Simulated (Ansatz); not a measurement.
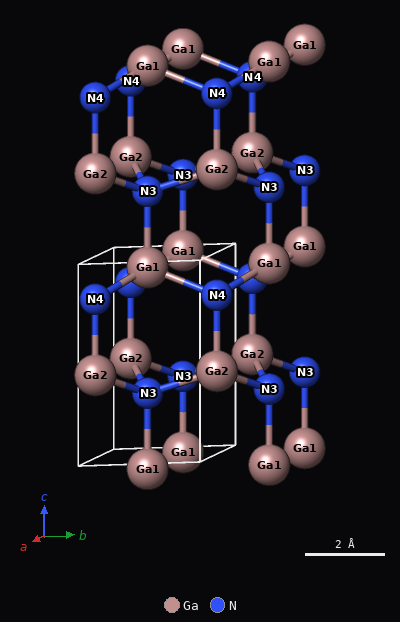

**Figure 1.** The input geometry (ball-and-stick view of the cell of the calculation, repeated 2 × 2 × 2, seen slightly off an axis; atoms are numbered from 1 in the order of the input). An atom can appear more than once, as a periodic image.

Single-point calculation, with input and output: GaN

- system: GaN (4 atoms in the cell)
- method: DFT, PBE, plane waves, PAW, no spin polarisation (Ansatz 0.2.0)

The structure was built on a prototype by a generator. The geometry comes from this level: r2SCAN. Figures and captions count atoms from 1; the log counts them from 0 in places.

Log
```
scf.n_extra_bands = 5 over 18 filled bands (N_el = 36.0): the run solves 23 bands
Engine: ansatz 0.2.0, aarch64-unknown-linux-gnu
Pseudopotentials: kind: paw
Pseudopotential: Ga, paw, valence charge 13, recommended cutoff 420 eV (normal), Ga.paw.azcp
Pseudopotential: N, paw, valence charge 5, recommended cutoff 420 eV (normal), N.paw.azcp
Functional definition: PBE
  parameter kappa = 0.804
  parameter beta = 0.06672455060314922
  exchange = pbe_x(kappa = kappa, mu = beta*pi^2/3)
  correlation = pbe_c(beta = beta)
Crystal: 4 atoms, lattice volume = 45.486 Å³
Basis set: ecut = 420 eV, 893 PW (Γ), exchange–correlation on 48×48×72 points (8 copies of the dense FFT grid, shifted against one another)
Bands: 23, of which v1, the nominal top of the filled ones, is band 18 counted from 1 (17 counted from 0)
Symmetry: 12 space group operations
Space group: P63mc (ITA 186), of the structure as read, at distance tolerance 3.6e-5 Å
k-points: 21 of 144 (time reversal used)
Non-local potential: Ga, projectors of the file, l = 0: 2, l = 1: 2, l = 2: 3, l = 3: 1
Non-local potential: N, projectors of the file, l = 0: 2, l = 1: 2, l = 2: 1
PAW form: soft (Blöchl's): semilocal exchange-correlation on the pseudo side does not see the compensation charge
PAW one-centre angular grid: Ga, 590 points (default); XC on 64 Gauss nodes
PAW one-centre angular grid: N, 110 points (default); XC on 64 Gauss nodes
Initial density: superposition of atomic densities (neutral atoms: chi_scale 0, normalization atom), corrected by the library's trained network
Initial wavefunctions: pseudopotential atomic-orbital guess
Functional: x = pbe(κ = 0.804, μ = 0.2195149727645171), c = pbe(β = 0.06672455060314922)
SCF iter   1: F=—  HF=-8335.803275 eV  |F-HF|=—  |Δ(HF+E_count)|=         —  Δρ=7.82e-4  dr2=1.31e-4  ethr=1.77e-3  ⟨swp⟩=4.2  Hψ=1691  notcnv=0  defer=42
preconditioner: auto → Resta (q_TF=auto, 2.624 Å⁻¹)  ε∞=4.7  [insulator: Δε(μ)=1.927 eV  Ē_g=17.241 eV  n_scr=22 (ndim 8)  ℏωp=33.0 eV  f_vac=0.009  ε∞_Penn≈4.7]
SCF iter   2: F=—  HF=-8335.803922 eV  |F-HF|=—  |Δ(HF+E_count)|=   6.47e-4  Δρ=3.94e-4  dr2=2.53e-5  ethr=3.64e-7  ⟨swp⟩=2.6  Hψ=1092  notcnv=0  defer=61
SCF iter   3: F=—  HF=-8335.804037 eV  |F-HF|=—  |Δ(HF+E_count)|=   1.15e-4  Δρ=1.85e-4  dr2=7.07e-6  ethr=7.02e-8  ⟨swp⟩=2.0  Hψ=821  notcnv=0  defer=38
SCF iter   4: F=—  HF=-8335.804065 eV  |F-HF|=—  |Δ(HF+E_count)|=   2.78e-5  Δρ=4.68e-5  dr2=7.74e-7  ethr=1.96e-8  ⟨swp⟩=2.0  Hψ=825  notcnv=0  defer=61
iter 5 did not close the SCF: its close was put off for the readings that it lacked (scf_convergence_deferred on its scf_iter line)
SCF iter   5: F=-8335.804067 eV  HF=-8335.804067 eV  |F-HF|=2.19e-7  |Δ(HF+E_count)|=   1.72e-6  Δρ=1.72e-5  dr2=9.76e-8  ethr=2.15e-9  ⟨swp⟩=2.0  Hψ=829  notcnv=0  defer=62
SCF iter   6: F=-8335.804067 eV  HF=-8335.804067 eV  |F-HF|=4.04e-9  |Δ(HF+E_count)|=   2.40e-7  Δρ=4.14e-6  dr2=6.85e-9  ethr=2.71e-10  ⟨swp⟩=10.6  Hψ=3605  notcnv=0
SCF 1 converged in 6 iterations: F = -8335.804067 eV  dr2 = 6.85e-9
  greatest PAW one-centre occupation: 0.995 electrons in one spin orbital (limit 2), on the Ga atom at site 1 (counted from 0), in its partial waves of l = 2
```

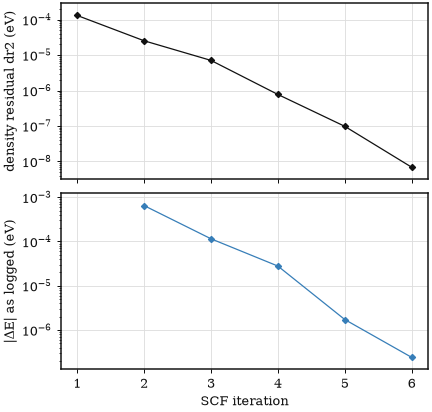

**Figure 2.** Convergence of the self-consistent field: density residual dr2 and size of the energy change against the SCF iteration. The residual falls at every step.

```
SCF converged after 6 iterations
Free energy (F): -8335.804067 eV
Harris-Foulkes:  -8335.804067 eV  (|F-HF|=4.04e-9)
Internal energy: -8335.804067 eV  (E = F + TS)
E sigma→0 (E₀):  -8335.804067 eV
Fermi energy:    9.765207 eV
--- Per-component energies (eV) ---
  E_band       = -7.926829
  E_kinetic    = 494.968824
  E_local      = -3897.466382  (includes V_loc(G=0)·N_el)
  E_nonlocal   = 948.878347
  E_hartree    = 1794.573878
  E_xc         = -257.805156
  E_vxc        = -268.562724  (∫ρ·V_xc dr)
  E_paw        = -4240.821328  (= ΣΔE_a)
  E_vpaw       = -874.893079  (= ΣTr[D̂ρ^β])
  E_aug_tail   = 0.000124  (compensation charges beyond the density's cutoff)
  E_ewald      = -3178.132374
  E_smearing   = -0.000000  (= −TS)
  E_closure    = -0.000000  (closes the sum)
  Σ components = -8335.804067   (vs F -8335.804067, Δ=0.00e0)
--- Forces (eV/Å), atoms counted from 1 ---
  atom   1  Ga     0.00000000     0.00000000     0.00455009
  atom   2  Ga    -0.00000000    -0.00000000     0.00455009
  atom   3  N      0.00000000     0.00000000    -0.00456094
  atom   4  N     -0.00000000    -0.00000000    -0.00456094
  max |Σ_I F_I| component: 2.17e-5 eV/Å
--- Stress (GPa, compression-positive) ---
        6.181245       0.000000       0.000000
        0.000000       6.181245       0.000000
        0.000000       0.000000       6.198628
  P = ⅓ Tr σ = 6.1870 GPa (61.870 kbar)
--- Band table (eV; the first three rows and the last of 21) ---
  k-point 0: bands = ["-6.2496", "-5.3378", "-3.7262", "-3.7112", "-3.7112", "-3.6497", "-3.6497", "-3.4568", "-3.4568", "-3.3583", "-3.3583", "-2.1069", "2.6884", "8.7281", "8.7281", "9.7264", "9.7652", "9.7652", "11.6981", "14.0441", "18.9811", "19.6885", "19.6885"]
  k-point 1: bands = ["-6.0744", "-5.4117", "-3.7075", "-3.7075", "-3.6687", "-3.6636", "-3.6636", "-3.4375", "-3.4375", "-3.3683", "-3.3683", "-2.6562", "3.7427", "8.2267", "8.8728", "8.8728", "9.6066", "9.6066", "12.8971", "14.1501", "18.5886", "19.3283", "19.7735"]
  k-point 2: bands = ["-5.6884", "-5.6884", "-3.6904", "-3.6904", "-3.6904", "-3.6904", "-3.3984", "-3.3984", "-3.3984", "-3.3984", "-3.3721", "-3.3721", "5.9154", "5.9154", "9.2335", "9.2335", "9.2335", "9.2335", "14.0357", "14.0357", "18.2588", "18.2588", "20.2012"]
  k-point 20: bands = ["-5.1666", "-5.1666", "-3.5909", "-3.5909", "-3.5747", "-3.5747", "-3.4360", "-3.4360", "-3.4120", "-3.4120", "-1.6619", "-1.6619", "3.5890", "3.5890", "5.5561", "5.5561", "8.2849", "8.2849", "16.2028", "16.2028", "17.1012", "17.1012", "18.8394"]
```

File rho_z.tsv
```
# z_ang	rho[e/angstrom^3]
# format = ansatz-planar-average/11
# lattice	3.183149377	0.000000000	0.000000000
# lattice	-1.591574688	2.756688224	0.000000000
# lattice	0.000000000	0.000000000	5.183625260
# sites	4
# site	31	-0.000000000	1.837792149	-0.004596892
# site	31	1.591574688	0.918896075	2.587215738
# site	7	-0.000000000	1.837792149	1.948456364
# site	7	1.591574688	0.918896075	4.540268994
0.000000	2.188884e0
0.143990	1.742827e0
0.287979	1.017926e0
0.431969	5.139477e-1
0.575958	2.858508e-1
0.719948	1.988482e-1
0.863938	1.701036e-1
1.007927	1.746463e-1
1.151917	2.070928e-1
1.295906	2.700747e-1
1.439896	3.680195e-1
1.583885	4.954845e-1
1.727875	6.251401e-1
1.871865	7.367485e-1
2.015854	8.448740e-1
2.159844	1.025703e0
2.303833	1.415172e0
2.447823	1.964782e0
2.591813	2.188884e0
2.735802	1.742827e0
2.879792	1.017926e0
3.023781	5.139477e-1
3.167771	2.858508e-1
3.311761	1.988482e-1
3.455750	1.701036e-1
3.599740	1.746463e-1
3.743729	2.070928e-1
3.887719	2.700747e-1
4.031709	3.680195e-1
4.175698	4.954845e-1
4.319688	6.251401e-1
4.463677	7.367485e-1
4.607667	8.448740e-1
4.751656	1.025703e0
4.895646	1.415172e0
5.039636	1.964782e0
```

File v_z.tsv
```
# z_ang	v_es[eV]	v_tot[eV]
# format = ansatz-planar-average/11
# xc	pbe
# density_cutoff_ev	1680
# datasets	Ga=:simpson_from_first_knot:soft	N=:simpson_from_first_knot:soft
# lattice	3.183149377	0.000000000	0.000000000
# lattice	-1.591574688	2.756688224	0.000000000
# lattice	0.000000000	0.000000000	5.183625260
# sites	4
# site	31	-0.000000000	1.837792149	-0.004596892
# site	31	1.591574688	0.918896075	2.587215738
# site	7	-0.000000000	1.837792149	1.948456364
# site	7	1.591574688	0.918896075	4.540268994
0.000000	2.766252e0	-1.016026e1
0.143990	3.688083e0	-8.489739e0
0.287979	4.404722e0	-6.875530e0
0.431969	5.392565e0	-4.850594e0
0.575958	6.751681e0	-2.418464e0
0.719948	8.457475e0	8.336083e-2
0.863938	1.018416e1	1.991666e0
1.007927	1.137237e1	3.114259e0
1.151917	1.180780e1	3.313890e0
1.295906	1.123539e1	2.071509e0
1.439896	9.389439e0	-6.554938e-1
1.583885	6.659697e0	-4.305725e0
1.727875	3.527723e0	-8.300008e0
1.871865	7.513533e-1	-1.182469e1
2.015854	-8.782975e-1	-1.406618e1
2.159844	-1.095122e0	-1.469649e1
2.303833	-1.595620e-1	-1.386344e1
2.447823	1.338359e0	-1.212947e1
2.591813	2.766252e0	-1.016026e1
2.735802	3.688083e0	-8.489739e0
2.879792	4.404722e0	-6.875530e0
3.023781	5.392565e0	-4.850594e0
3.167771	6.751681e0	-2.418464e0
3.311761	8.457475e0	8.336083e-2
3.455750	1.018416e1	1.991666e0
3.599740	1.137237e1	3.114259e0
3.743729	1.180780e1	3.313890e0
3.887719	1.123539e1	2.071509e0
4.031709	9.389439e0	-6.554938e-1
4.175698	6.659697e0	-4.305725e0
4.319688	3.527723e0	-8.300008e0
4.463677	7.513533e-1	-1.182469e1
4.607667	-8.782975e-1	-1.406618e1
4.751656	-1.095122e0	-1.469649e1
4.895646	-1.595620e-1	-1.386344e1
5.039636	1.338359e0	-1.212947e1
```

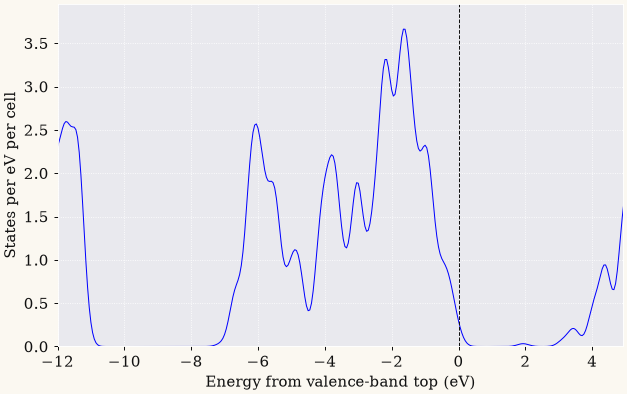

**Figure 3.** Density of states (the curve is built from the levels of the k mesh with Gaussians 0.4 eV wide, which also blur the band edges), with energies from the valence-band top. There is a gap of 1.93 eV on the k-point mesh. Small ripples come from the finite k-point mesh.

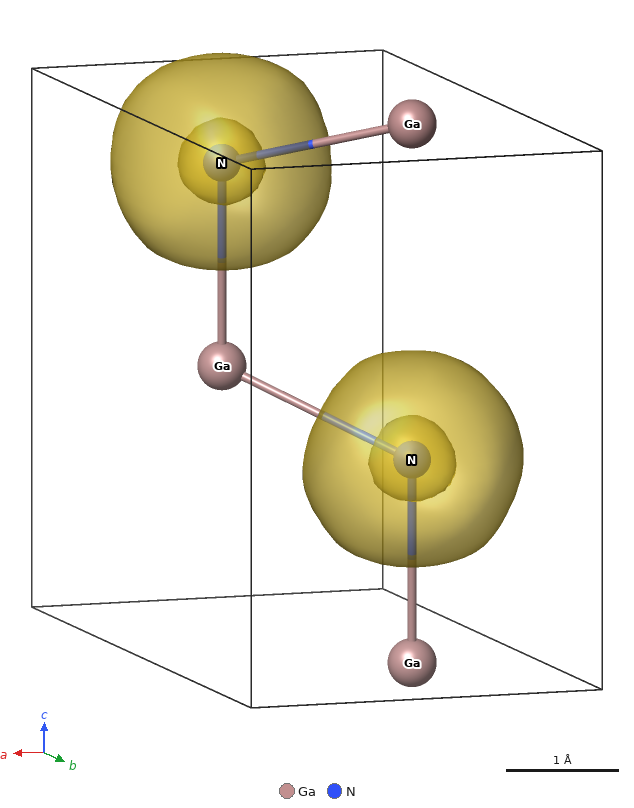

**Figure 4.** Isosurface of the electron localisation function at 0.6 (yellow), seen at an oblique angle. Core shells and regions of very low density are left out. Sticks mark near contacts. The outline is the cell set on symmetry axes. Values along the shortest contacts: Ga–N (1.95 Å): the ELF is about 0.45 at the midpoint. Core electrons are frozen (PAW), so the fields are smoothed inside the atomic spheres.

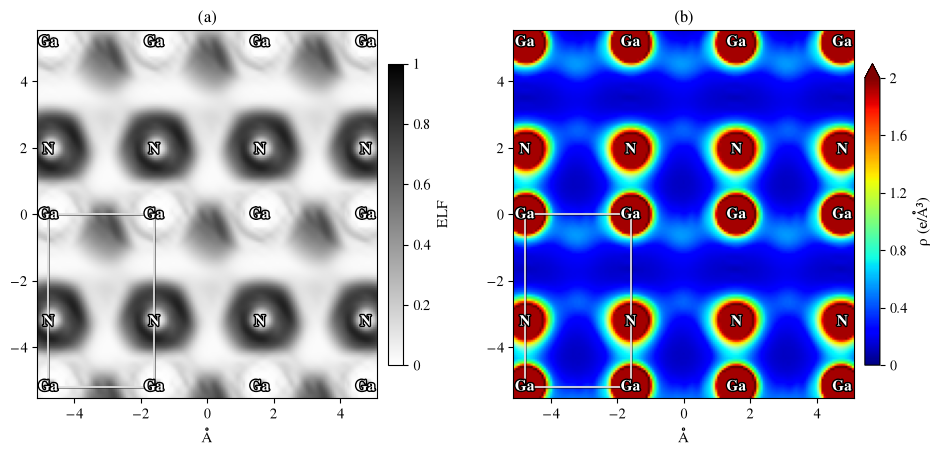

**Figure 5.** (a) electron localisation function; (b) valence charge density (pseudo) on the (100) plane of the conventional cell. The section cuts through Ga and N sites. Ga–N (1.95 Å): ρ at the midpoint is about 0.76 e/Å³; the ELF is about 0.50 at the midpoint. Away from the nuclei the density in this plane falls to 0.06 e/Å³ at its lowest.

This output came from the following input.

Input
```yaml
crystal:
  lattice:
    - [3.1831493765, 0.0, 0.0]
    - [-1.5915746883, 2.7566882241, 0.0]
    - [0.0, 0.0, 5.18362526]
  atoms:
    - { symbol: Ga, position: [0.3333333333, 0.6666666667, -0.0008868102] }
    - { symbol: Ga, position: [0.6666666667, 0.3333333333, 0.4991131898] }
    - { symbol: "N", position: [0.3333333333, 0.6666666667, 0.3758868102] }
    - { symbol: "N", position: [0.6666666667, 0.3333333333, 0.8758868102] }
kpoints:
  mp_grid: { grid: [6, 6, 4] }
hamiltonian:
  xc: pbe
scf:
  occupations: { method: fixed }
  n_extra_bands: 5
output:
  forces: true
  stress: true
  eigenvalues: true
  write_density: true
  write_potential: true
  elf: true
  volumetric_format: npy
```

Launched with:
```bash
ansatz run input.yaml --threads 4 --pin off --max-ram 3686MiB --backend cpu --events-out ev --progress --plain --runs-dir out
```

Key numbers

| quantity | value |
| --- | --- |
| outcome | converged |
| space group (tolerance 0.01 Å) | P6₃mc (186) |
| electrons treated | 36 |
| free energy | −8335.8041 eV |
| Fermi energy | 9.765 eV |
| gap on the k-point mesh | 1.93 eV |
| pressure | 6.19 GPa |
| largest force (length of the vector) | 0.005 eV/Å |
| hardware | 4 threads of Arm Neoverse V2, 128 GiB of memory available, shared host |
| wall time | 0.99 s (CPU time 2.9 s) |
| peak memory | 0.34 GiB |

The cell is under a pressure of 6.2 GPa at this level, so it is not at its equilibrium volume.
